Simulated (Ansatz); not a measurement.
Ta₂H. A set of calculations on one system.

Space group C222. The cell comes from a database of computed structures, not from a measurement.

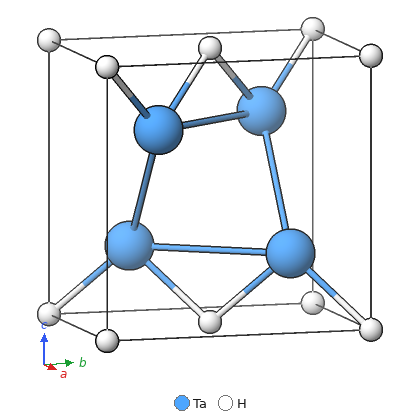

The conventional cell.

The calculation's input:

```
crystal:
  lattice:
    - [1.7204951073, -2.3714690318, 0.0]
    - [1.7204951073, 2.3714690318, 0.0]
    - [0.0, 0.0, 4.75856939]
  atoms:
    - { symbol: Ta, position: [0.0, 0.5, 0.26456977] }
    - { symbol: Ta, position: [0.5, 0.0, 0.73543023] }
    - { symbol: H, position: [0.0, 0.0, 0.0] }
basis:
  ecutwfc: 500
  fft_grid_basis: typed
kpoints:
  mp_grid: { grid: [12, 12, 8] }
hamiltonian:
  xc: r2scan
scf:
  occupations: { method: gaussian, width: 0.05 }
output:
  forces: true
  stress: true
  eigenvalues: true
  bader: true
  write_density: true
  volumetric_format: npy
  elf: true
```

Run with:

```sh
ansatz run input.yaml --threads 1 --pin off --max-ram 2560MiB --backend cpu --events-out ev --progress --plain --runs-dir out
```

The picture shows the conventional cell (a = 3.44 Å, b = 4.74 Å, c = 4.76 Å, α = 90.00°, β = 90.00°, γ = 90.00°).

Method: Ansatz, DFT r2SCAN, scalar-relativistic, plane waves, PAW.

Core electrons are frozen (PAW), so the maps are meaningful between the atoms, not at the nuclei.

### 1. Bonding charge

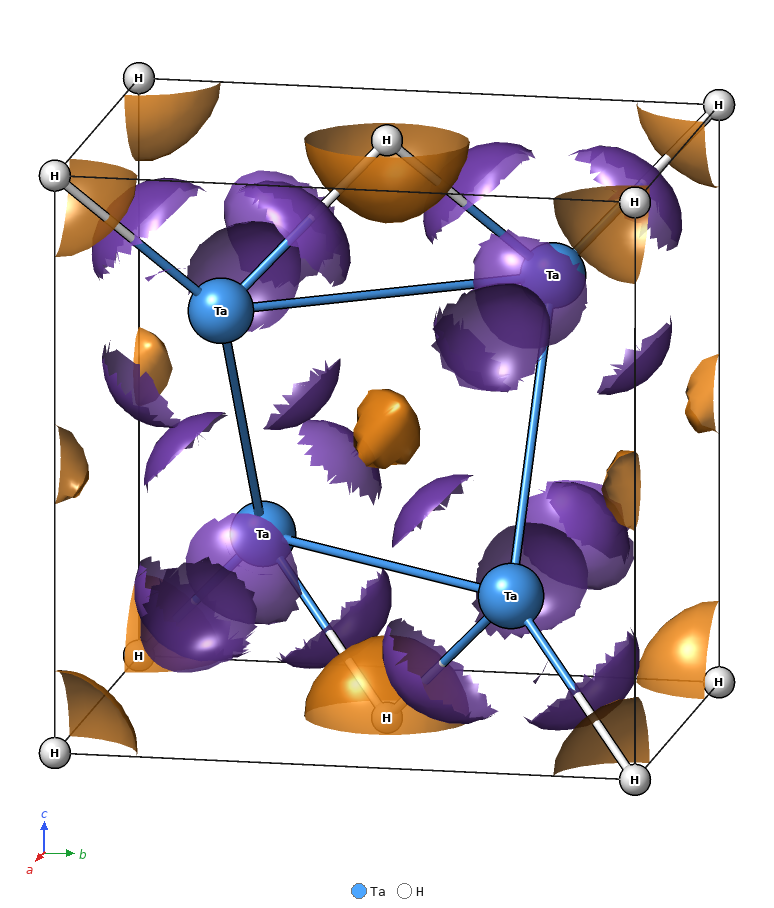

Bonding charge density, ρ(crystal) − Σ ρ(neutral atoms): orange surfaces at +0.06 and purple ones at −0.06 e/Å³, in the conventional cell seen slightly off an axis (the regions close to the nuclei are left out). Cores are masked to 1.0 Å (Ta) and 0.4 Å (H).

Q: What does the deformation density say about the bonding?

A: H–Ta (1.93 Å): Δρ is −0.09 e/Å³ at the midpoint (inside or at the edge of a masked core, so read it with care).
- Ta–Ta (2.82 Å): Δρ is +0.03 e/Å³ at the midpoint.
- Over the whole cell, outside the masked cores, the largest gain lies at the edge of the masked core of H, and the largest loss lies at the edge of the masked core of Ta.
- The rearranged charge, half the integral of |Δρ|, is about 0.23 e an atom.
- Bader charges: Ta +0.36 and H −0.73 e.

### 2. One group of states

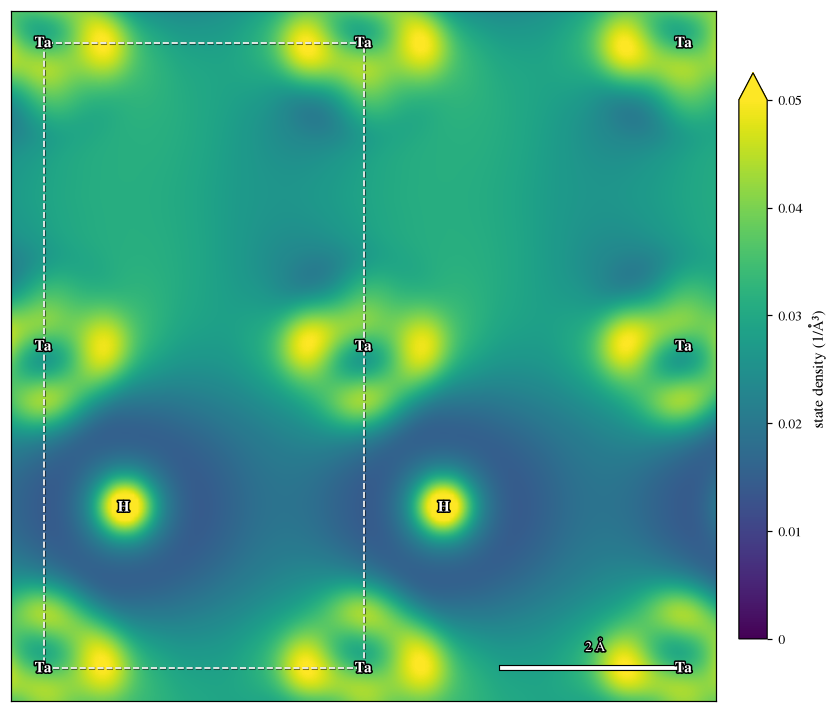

Density of the Kohn–Sham states from −4.1 to −2.0 eV about the Fermi level (the middle third of the occupied valence band), scaled to one electron a cell: a map on the (011) plane of the conventional cell.

Q: Describe these states.

A: Projected on a minimal set of atomic orbitals (Löwdin), they are Ta 5d (80 %) and Ta 6s (15 %).
In space (atomic cells sized by Bader volumes) the density divides as Ta about 95 % and H little.

### 3. Moving an atom

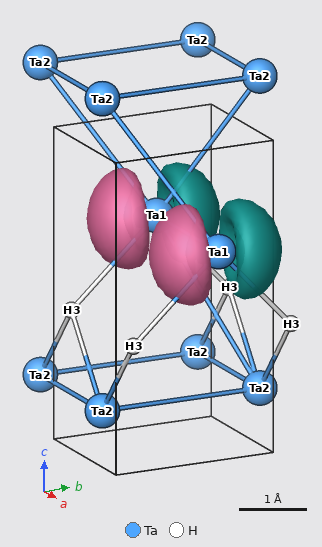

Ta₂H: one atom of the 3-atom cell (and its periodic copies) was moved a little. Density after less density before, teal at +0.3 and pink at −0.3 e/Å³, seen slightly off an axis; cell a = 2.93 Å, b = 2.93 Å, c = 4.76 Å, α = 90.00°, β = 90.00°, γ = 108.08°. The lobes lie largely inside the PAW sphere, where the density is a smoothed one.

Q: Find the displaced atom and its direction.

A: Ta1 moved towards the teal lobe, to the right in the picture. In the run the shift was 0.10 Å roughly along [1 2 0] in the axes of the cell drawn.

Q: What restoring force does the calculation give for this move?

A: The force on it changes by 1.05 eV/Å along the move, against it: a stiffness of about 11 eV/Å² for this sublattice shift.

### 4. Change of volume

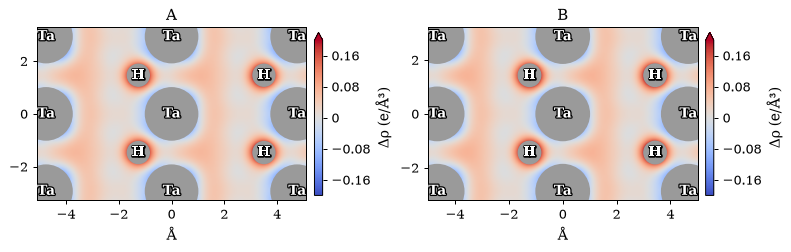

Ta₂H: deformation density on the (11̄0) plane of the conventional cell at two volumes, with the same fractional coordinates and one colour scale. Grey discs cover the cores. Panel B has 94 % of the volume of panel A.

Q: How do bonds, bonding charge and pressure respond to this change of volume?

A: The pressure is −1 GPa in A and 14 GPa in B. Bader charges in A: Ta +0.36 and H −0.73 e; in B: Ta +0.36 and H −0.72 e. The rearranged charge is 0.23 e an atom in A and 0.22 e in B.

### 5. Putting it together

Charge passes from Ta (Pauling electronegativity 1.50) to H (2.20), the direction that the scale predicts. The two pressures give a mean stiffness −ΔP/Δln V of about 244 GPa over this range, with the atoms held at their fractional positions.
